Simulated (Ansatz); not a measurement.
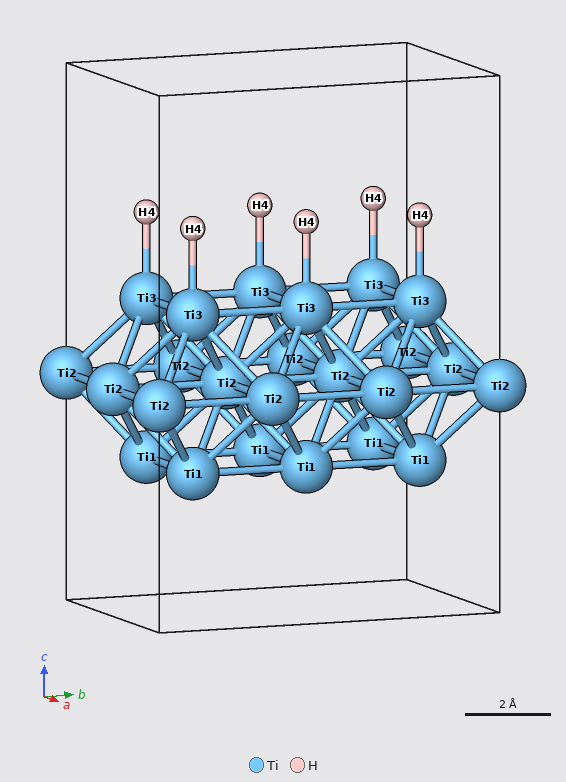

The input geometry (ball-and-stick view of the 2 × 3 repeat of the cell, with the vacuum cut short, seen slightly off an axis; atoms are numbered from 1 in the order of the input). An atom can appear more than once, as a periodic image. Near neighbours in the periodic cell (some may lie outside the picture): Ti has 8 Ti at 2.80 to 2.91 Å; Ti has 12 Ti at 2.80 to 2.91 Å; Ti has 1 H at 2.07 Å and 8 Ti at 2.80 to 2.91 Å; H has 1 Ti at 2.07 Å.

Ti₃H: single-point calculation (part 1 of 2)

- system: Ti₃H (slab, 4 atoms in the cell)
- method: DFT PBE, scalar-relativistic, plane waves, PAW, PAW set soft_1, spin-polarised (Ansatz 0.2.0)

The structure derives from an entry of the Crystallography Open Database. Figures and captions count atoms from 1; the log counts them from 0 in places.

## Input
```yaml
crystal:
  lattice:
    - [2.9075446931, 0.0, 0.0]
    - [0.0, 2.9075446931, 0.0]
    - [0.0, 0.0, 20.8059825779]
  atoms:
    - { symbol: Ti, position: [0.5, 0.5, 0.1922523959] }
    - { symbol: Ti, position: [0.0, 0.0, 0.2837148153] }
    - { symbol: Ti, position: [0.5, 0.5, 0.3751797133] }
    - { symbol: H, position: [0.5, 0.5, 0.4746703282], spin: 1.0 }
basis:
  ecutwfc: 420
kpoints:
  mp_grid: { grid: [9, 9, 1] }
hamiltonian:
  xc: pbe
  pseudopotentials: { kind: paw, azcp: { folder: soft_1 } }
scf:
  occupations: { method: gaussian, width: 0.1 }
output:
  forces: true
  eigenvalues: true
  populations: true
  write_density: true
  write_potential: true
  elf: true
  volumetric_format: npy
magnetization:
  spin_polarized: true
efield:
  axis: 3
  dipole_correction: true
  ramp_width: 0.04
```

Run as:
```bash
ansatz run input.yaml --threads 1 --pin off --max-ram 3072MiB --backend cpu --events-out ev --progress --plain --runs-dir out
```

## What the program printed
```
Engine: ansatz 0.2.0, aarch64-unknown-linux-gnu
Pseudopotentials: kind: paw
Pseudopotential: Ti, paw, valence charge 12, recommended cutoff 420 eV (normal), [file]
Pseudopotential: H, paw, valence charge 1, recommended cutoff 420 eV (normal), [file]
Functional definition: PBE
  parameter kappa = 0.804
  parameter beta = 0.06672455060314922
  exchange = pbe_x(kappa = kappa, mu = beta*pi^2/3)
  correlation = pbe_c(beta = beta)
Crystal: 4 atoms, lattice volume = 175.890 Å³
Basis set: ecut = 420 eV, 3401 PW (Γ), exchange–correlation on 40×40×288 points (8 copies of the dense FFT grid, shifted against one another)
Bands: 23, of which v1, the nominal top of the filled ones, is band 19 counted from 1 (18 counted from 0)
Symmetry: 8 space group operations
k-points: 15 of 81
Non-local potential: Ti, projectors of the file, l = 0: 3, l = 1: 2, l = 2: 3, l = 3: 1
Non-local potential: H, projectors of the file, l = 0: 2, l = 1: 1
PAW form: soft (Blöchl's): semilocal exchange-correlation on the pseudo side does not see the compensation charge
PAW one-centre angular grid: Ti, 590 points (default); XC on 64 Gauss nodes
PAW one-centre angular grid: H, 110 points (default); XC on 64 Gauss nodes
Initial density: superposition of atomic densities (neutral atoms: chi_scale 0, normalization atom)
Starting moments: Σ|m| = 1 μB on 1 of 4 sites
Initial wavefunctions: pseudopotential atomic-orbital guess
Functional: x = pbe(κ = 0.804, μ = 0.2195149727645171), c = pbe(β = 0.06672455060314922)
SCF iter   1: F=—  HF=-7515.437718 eV  |F-HF|=—  |Δ(HF+E_count)|=         —  Δρ=2.93e-2 (↑2.93e-2 ↓2.90e-2)  dr2=3.91e1  dr2_m=1.51e-2  M=0.772 μB ∫|m|=0.798 μB  β_m=0.30  ethr=3.10e-3  p=0.000 e·Å  D=9.40e-7 V/Å  ΔV_dip=-0.00 eV  dr2_dipole=9.93e-2  V_vac-E_F(+/−)=8.20/8.20 eV  ⟨swp⟩=7.9  Hψ=3593  notcnv=0
efield: sawtooth ramp at fractional position 0.8135 (placed from the atoms, in the widest stretch of the axis that holds none; the zero of the levels goes with the place), width 0.0400; the density the first Hamiltonian is built on has a dipole p = 0.000 e·Å; the dipole correction subtracts the counter field D = 9.40e-7 V/Å, which shifts the + side's vacuum level by -0.00 eV against the − side's; the planar-averaged density in the ramp window peaks in size at 1.8e-6 e/Å³
preconditioner: auto → LDOS  [metal: Δε(μ)=0.102 eV  Ē_g=3.086 eV  σ=0.100 eV  W_gap=0.44  n_scr=12 (ndim 8)  ℏωp=10.1 eV  f_vac=0.556  D(μ)=1.80/eV (n_scr^D=8)]
spin=Collinear: LDOS preconditioning applied to the charge; magnetization (m = ρ↑ − ρ↓) channel mixes plain (no charge-response kernel on spin).
SCF iter   2: F=—  HF=-7512.436818 eV  |F-HF|=—  |Δ(HF+E_count)|=    3.00e0  Δρ=1.62e-2 (↑1.62e-2 ↓1.49e-2)  dr2=1.91e1  dr2_m=1.57e-2  M=0.813 μB ∫|m|=0.832 μB  β_m=0.30  ethr=3.10e-3  p=-0.176 e·Å  D=-1.81e-1 V/Å  ΔV_dip=3.76 eV  dr2_dipole=7.59e0  V_vac-E_F(+/−)=7.89/4.13 eV  ⟨swp⟩=3.9  Hψ=1702  notcnv=0  defer=10  κ⁻¹=1.0e0(r=1)
SCF iter   3: F=—  HF=-7512.381988 eV  |F-HF|=—  |Δ(HF+E_count)|=   5.48e-2  Δρ=1.08e-2 (↑1.08e-2 ↓1.03e-2)  dr2=4.68e0  dr2_m=3.06e-2  M=0.493 μB ∫|m|=0.644 μB  β_m=0.30  ethr=3.10e-3  p=-0.068 e·Å  D=-7.03e-2 V/Å  ΔV_dip=1.46 eV  dr2_dipole=1.75e-1  V_vac-E_F(+/−)=7.09/5.62 eV  ⟨swp⟩=3.0  Hψ=1257  notcnv=0  defer=3  κ⁻¹=6.3e-2(r=2)
SCF iter   4: F=—  HF=-7512.041041 eV  |F-HF|=—  |Δ(HF+E_count)|=   3.41e-1  Δρ=8.47e-3 (↑8.01e-3 ↓8.47e-3)  dr2=2.31e0  dr2_m=3.76e-2  M=0.440 μB ∫|m|=0.617 μB  β_m=0.30  ethr=3.10e-3  p=-0.114 e·Å  D=-1.17e-1 V/Å  ΔV_dip=2.43 eV  dr2_dipole=6.76e-1  V_vac-E_F(+/−)=6.52/4.09 eV  ⟨swp⟩=2.8  Hψ=1206  notcnv=0  defer=5  κ⁻¹=3.9e-3(r=3)
SCF iter   5: F=—  HF=-7512.088110 eV  |F-HF|=—  |Δ(HF+E_count)|=   4.71e-2  Δρ=9.29e-3 (↑4.47e-3 ↓9.29e-3)  dr2=7.42e-1  dr2_m=5.00e-2  M=0.286 μB ∫|m|=0.518 μB  β_m=0.30  ethr=3.10e-3  p=-0.079 e·Å  D=-8.16e-2 V/Å  ΔV_dip=1.70 eV  dr2_dipole=3.78e-1  V_vac-E_F(+/−)=6.17/4.47 eV  ⟨swp⟩=2.1  Hψ=858  notcnv=0  defer=4  κ⁻¹=1.9e-4(r=4)
SCF iter   6: F=—  HF=-7512.210429 eV  |F-HF|=—  |Δ(HF+E_count)|=   1.22e-1  Δρ=1.21e-2 (↑4.82e-3 ↓1.21e-2)  dr2=2.63e0  dr2_m=5.27e-2  M=0.135 μB ∫|m|=0.399 μB  β_m=0.30  ethr=2.01e-3  p=-0.068 e·Å  D=-7.00e-2 V/Å  ΔV_dip=1.46 eV  dr2_dipole=1.39e0  V_vac-E_F(+/−)=6.09/4.63 eV  ⟨swp⟩=1.6  Hψ=831  notcnv=0  κ⁻¹=7.7e-5(r=5)
SCF iter   7: F=—  HF=-7512.223460 eV  |F-HF|=—  |Δ(HF+E_count)|=   1.30e-2  Δρ=9.46e-3 (↑2.67e-3 ↓9.46e-3)  dr2=1.25e0  dr2_m=3.50e-2  M=0.133 μB ∫|m|=0.378 μB  β_m=0.30  ethr=2.01e-3  p=-0.095 e·Å  D=-9.79e-2 V/Å  ΔV_dip=2.04 eV  dr2_dipole=5.33e-1  V_vac-E_F(+/−)=6.01/3.97 eV  ⟨swp⟩=2.0  Hψ=887  notcnv=0  κ⁻¹=3.5e-5(r=6)
SCF iter   8: F=—  HF=-7512.212686 eV  |F-HF|=—  |Δ(HF+E_count)|=   1.08e-2  Δρ=6.69e-3 (↑2.04e-3 ↓6.69e-3)  dr2=6.08e-1  dr2_m=1.55e-2  M=0.177 μB ∫|m|=0.387 μB  β_m=0.30  ethr=2.01e-3  p=-0.115 e·Å  D=-1.18e-1 V/Å  ΔV_dip=2.46 eV  dr2_dipole=1.61e-1  V_vac-E_F(+/−)=6.27/3.81 eV  ⟨swp⟩=1.0  Hψ=770  notcnv=0  κ⁻¹=3.4e-6(r=7)
SCF iter   9: F=—  HF=-7512.194255 eV  |F-HF|=—  |Δ(HF+E_count)|=   1.84e-2  Δρ=4.36e-3 (↑1.30e-3 ↓4.36e-3)  dr2=2.91e-1  dr2_m=6.35e-3  M=0.226 μB ∫|m|=0.404 μB  β_m=0.30  ethr=1.64e-3  p=-0.124 e·Å  D=-1.28e-1 V/Å  ΔV_dip=2.66 eV  dr2_dipole=1.06e-1  V_vac-E_F(+/−)=6.50/3.84 eV  ⟨swp⟩=1.3  Hψ=757  notcnv=0  κ⁻¹=4.8e-7(r=8)
SCF iter  10: F=—  HF=-7512.186271 eV  |F-HF|=—  |Δ(HF+E_count)|=   7.98e-3  Δρ=2.68e-3 (↑1.09e-3 ↓2.68e-3)  dr2=9.25e-2  dr2_m=3.07e-3  M=0.290 μB ∫|m|=0.440 μB  β_m=1.00  ethr=7.86e-4  p=-0.134 e·Å  D=-1.37e-1 V/Å  ΔV_dip=2.86 eV  dr2_dipole=2.65e-2  V_vac-E_F(+/−)=6.70/3.84 eV  ⟨swp⟩=1.7  Hψ=817  notcnv=0  κ⁻¹=9.5e-7(r=8)
SCF iter  11: F=—  HF=-7512.189369 eV  |F-HF|=—  |Δ(HF+E_count)|=   3.10e-3  Δρ=2.19e-3 (↑2.19e-3 ↓1.22e-3)  dr2=7.80e-2  dr2_m=3.35e-3  M=0.433 μB ∫|m|=0.535 μB  β_m=0.30  ethr=2.50e-4  p=-0.148 e·Å  D=-1.52e-1 V/Å  ΔV_dip=3.16 eV  dr2_dipole=4.05e-2  V_vac-E_F(+/−)=6.96/3.80 eV  ⟨swp⟩=2.1  Hψ=922  notcnv=0  κ⁻¹=1.8e-6(r=8)
SCF iter  12: F=—  HF=-7512.192445 eV  |F-HF|=—  |Δ(HF+E_count)|=   3.08e-3  Δρ=2.00e-3 (↑1.30e-3 ↓2.00e-3)  dr2=3.20e-2  dr2_m=3.43e-3  M=0.454 μB ∫|m|=0.558 μB  β_m=0.77  ethr=2.11e-4  p=-0.138 e·Å  D=-1.42e-1 V/Å  ΔV_dip=2.95 eV  dr2_dipole=1.20e-2  V_vac-E_F(+/−)=6.82/3.88 eV  ⟨swp⟩=1.7  Hψ=794  notcnv=0
Mixer restart at iter 12: flushing history
spin-set hold released at iteration 12 (site moments contracting): the magnetisation degrees of freedom join the quasi-Newton model from the next iteration; the mixer history was flushed
SCF iter  13: F=—  HF=-7512.198684 eV  |F-HF|=—  |Δ(HF+E_count)|=   6.24e-3  Δρ=1.91e-3 (↑1.61e-3 ↓1.91e-3)  dr2=1.38e-2  dr2_m=4.33e-3  M=0.570 μB ∫|m|=0.652 μB  β_m=0.65  ethr=8.65e-5  p=-0.139 e·Å  D=-1.43e-1 V/Å  ΔV_dip=2.97 eV  dr2_dipole=8.66e-4  V_vac-E_F(+/−)=6.85/3.87 eV  ⟨swp⟩=1.7  Hψ=793  notcnv=0
density mixer auto → msr1: a metal under ldos (density of states about μ 2.94 of a free-electron gas's, 12 screened modes)
SCF iter  14: F=—  HF=-7512.208401 eV  |F-HF|=—  |Δ(HF+E_count)|=   9.72e-3  Δρ=1.74e-3 (↑1.74e-3 ↓1.64e-3)  dr2=8.94e-3  dr2_m=4.33e-3  M=0.692 μB ∫|m|=0.752 μB  β_m=0.82  ethr=3.72e-5  p=-0.140 e·Å  D=-1.44e-1 V/Å  ΔV_dip=2.99 eV  dr2_dipole=2.15e-3  V_vac-E_F(+/−)=6.88/3.89 eV  ⟨swp⟩=2.0  Hψ=882  notcnv=0
SCF iter  15: F=—  HF=-7512.215775 eV  |F-HF|=—  |Δ(HF+E_count)|=   7.37e-3  Δρ=1.13e-3 (↑1.13e-3 ↓1.06e-3)  dr2=2.72e-3  dr2_m=1.82e-3  M=0.786 μB ∫|m|=0.849 μB  β_m=0.91  ethr=2.42e-5  p=-0.136 e·Å  D=-1.40e-1 V/Å  ΔV_dip=2.91 eV  dr2_dipole=6.17e-4  V_vac-E_F(+/−)=6.88/3.96 eV  ⟨swp⟩=2.1  Hψ=900  notcnv=0
SCF iter  16: F=—  HF=-7512.219324 eV  |F-HF|=—  |Δ(HF+E_count)|=   3.55e-3  Δρ=4.84e-4 (↑3.77e-4 ↓4.84e-4)  dr2=1.52e-3  dr2_m=1.27e-4  M=0.885 μB ∫|m|=0.978 μB  β_m=0.86  ethr=7.35e-6  p=-0.130 e·Å  D=-1.34e-1 V/Å  ΔV_dip=2.79 eV  dr2_dipole=4.07e-7  V_vac-E_F(+/−)=6.88/4.09 eV  ⟨swp⟩=3.2  Hψ=1347  notcnv=0
SCF iter  17: F=—  HF=-7512.219281 eV  |F-HF|=—  |Δ(HF+E_count)|=   4.22e-5  Δρ=4.01e-4 (↑4.01e-4 ↓2.43e-4)  dr2=8.67e-4  dr2_m=1.51e-4  M=0.918 μB ∫|m|=1.021 μB  β_m=0.93  ethr=4.12e-6  p=-0.129 e·Å  D=-1.33e-1 V/Å  ΔV_dip=2.76 eV  dr2_dipole=3.34e-4  V_vac-E_F(+/−)=6.89/4.12 eV  ⟨swp⟩=2.0  Hψ=910  notcnv=0
SCF iter  18: F=—  HF=-7512.219469 eV  |F-HF|=—  |Δ(HF+E_count)|=   1.88e-4  Δρ=2.17e-4 (↑2.17e-4 ↓2.07e-4)  dr2=2.97e-4  dr2_m=6.18e-5  M=0.914 μB ∫|m|=1.015 μB  β_m=0.96  ethr=2.34e-6  p=-0.130 e·Å  D=-1.34e-1 V/Å  ΔV_dip=2.79 eV  dr2_dipole=1.27e-4  V_vac-E_F(+/−)=6.89/4.10 eV  ⟨swp⟩=1.9  Hψ=829  notcnv=0
SCF iter  19: F=—  HF=-7512.219605 eV  |F-HF|=—  |Δ(HF+E_count)|=   1.35e-4  Δρ=1.22e-4 (↑8.92e-5 ↓1.22e-4)  dr2=4.01e-5  dr2_m=1.57e-5  M=0.912 μB ∫|m|=1.010 μB  β_m=0.98  ethr=8.03e-7  p=-0.131 e·Å  D=-1.35e-1 V/Å  ΔV_dip=2.81 eV  dr2_dipole=2.08e-5  V_vac-E_F(+/−)=6.89/4.08 eV  ⟨swp⟩=2.1  Hψ=909  notcnv=0
SCF iter  20: F=—  HF=-7512.219640 eV  |F-HF|=—  |Δ(HF+E_count)|=   3.53e-5  Δρ=7.78e-5 (↑7.78e-5 ↓6.44e-5)  dr2=3.28e-5  dr2_m=6.41e-6  M=0.908 μB ∫|m|=1.007 μB  β_m=0.99  ethr=1.08e-7  p=-0.132 e·Å  D=-1.36e-1 V/Å  ΔV_dip=2.82 eV  dr2_dipole=1.33e-5  V_vac-E_F(+/−)=6.90/4.08 eV  ⟨swp⟩=3.0  Hψ=1317  notcnv=0
SCF iter  21: F=—  HF=-7512.219661 eV  |F-HF|=—  |Δ(HF+E_count)|=   2.09e-5  Δρ=3.49e-5 (↑2.36e-5 ↓3.49e-5)  dr2=5.80e-6  dr2_m=1.01e-6  M=0.903 μB ∫|m|=1.001 μB  β_m=1.00  ethr=8.86e-8  p=-0.132 e·Å  D=-1.36e-1 V/Å  ΔV_dip=2.83 eV  dr2_dipole=1.94e-6  V_vac-E_F(+/−)=6.90/4.07 eV  ⟨swp⟩=2.5  Hψ=989  notcnv=0
SCF iter  22: F=—  HF=-7512.219665 eV  |F-HF|=—  |Δ(HF+E_count)|=   3.87e-6  Δρ=1.88e-5 (↑1.31e-5 ↓1.88e-5)  dr2=2.77e-6  dr2_m=2.76e-7  M=0.900 μB ∫|m|=0.998 μB  β_m=1.00  ethr=1.57e-8  p=-0.132 e·Å  D=-1.36e-1 V/Å  ΔV_dip=2.83 eV  dr2_dipole=9.84e-7  V_vac-E_F(+/−)=6.90/4.07 eV  ⟨swp⟩=3.6  Hψ=1316  notcnv=0
SCF iter  23: F=—  HF=-7512.219666 eV  |F-HF|=—  |Δ(HF+E_count)|=   1.10e-6  Δρ=9.60e-6 (↑7.86e-6 ↓9.60e-6)  dr2=8.17e-7  dr2_m=5.13e-8  M=0.899 μB ∫|m|=0.997 μB  β_m=0.98  ethr=7.48e-9  p=-0.132 e·Å  D=-1.36e-1 V/Å  ΔV_dip=2.83 eV  dr2_dipole=1.64e-7  V_vac-E_F(+/−)=6.90/4.07 eV  ⟨swp⟩=3.1  Hψ=1137  notcnv=0
SCF iter  24: F=—  HF=-7512.219666 eV  |F-HF|=—  |Δ(HF+E_count)|=   2.13e-7  Δρ=4.61e-6 (↑3.56e-6 ↓4.61e-6)  dr2=1.01e-7  dr2_m=1.51e-8  M=0.898 μB ∫|m|=0.996 μB  β_m=0.92  ethr=2.21e-9  p=-0.132 e·Å  D=-1.36e-1 V/Å  ΔV_dip=2.83 eV  dr2_dipole=5.96e-9  V_vac-E_F(+/−)=6.90/4.07 eV  ⟨swp⟩=2.6  Hψ=1221  notcnv=0
SCF iter  25: F=—  HF=-7512.219666 eV  |F-HF|=—  |Δ(HF+E_count)|=   4.73e-8  Δρ=2.27e-6 (↑2.01e-6 ↓2.27e-6)  dr2=3.62e-8  dr2_m=4.22e-9  M=0.898 μB ∫|m|=0.996 μB  β_m=0.92  ethr=2.70e-10  p=-0.132 e·Å  D=-1.36e-1 V/Å  ΔV_dip=2.83 eV  dr2_dipole=9.92e-9  V_vac-E_F(+/−)=6.90/4.07 eV  ⟨swp⟩=12.7  Hψ=5352  notcnv=0
SCF iter  26: F=—  HF=-7512.219666 eV  |F-HF|=—  |Δ(HF+E_count)|=   1.55e-8  Δρ=1.06e-6 (↑1.06e-6 ↓9.00e-7)  dr2=2.01e-9  dr2_m=1.29e-9  M=0.898 μB ∫|m|=0.996 μB  β_m=0.96  ethr=9.79e-11  p=-0.132 e·Å  D=-1.36e-1 V/Å  ΔV_dip=2.83 eV  dr2_dipole=1.36e-10  V_vac-E_F(+/−)=6.90/4.07 eV  ⟨swp⟩=8.9  Hψ=4010  notcnv=0
SCF iter  27: F=-7512.219666 eV  HF=-7512.219666 eV  |F-HF|=3.02e-10  |Δ(HF+E_count)|=   2.10e-9  Δρ=5.25e-7 (↑4.26e-7 ↓5.25e-7)  dr2=1.29e-9  dr2_m=1.30e-10  M=0.898 μB ∫|m|=0.996 μB  ethr=5.43e-12  p=-0.132 e·Å  D=-1.36e-1 V/Å  ΔV_dip=2.83 eV  dr2_dipole=7.22e-11  V_vac-E_F(+/−)=6.90/4.07 eV  ⟨swp⟩=8.1  Hψ=3706  notcnv=0
SCF 1 converged in 27 iterations: F = -7512.219666 eV  dr2 = 1.29e-9
  greatest PAW one-centre occupation: 0.999 electrons in one spin orbital (limit 2), on the Ti atom at site 1 (counted from 0), in its partial waves of l = 0
```
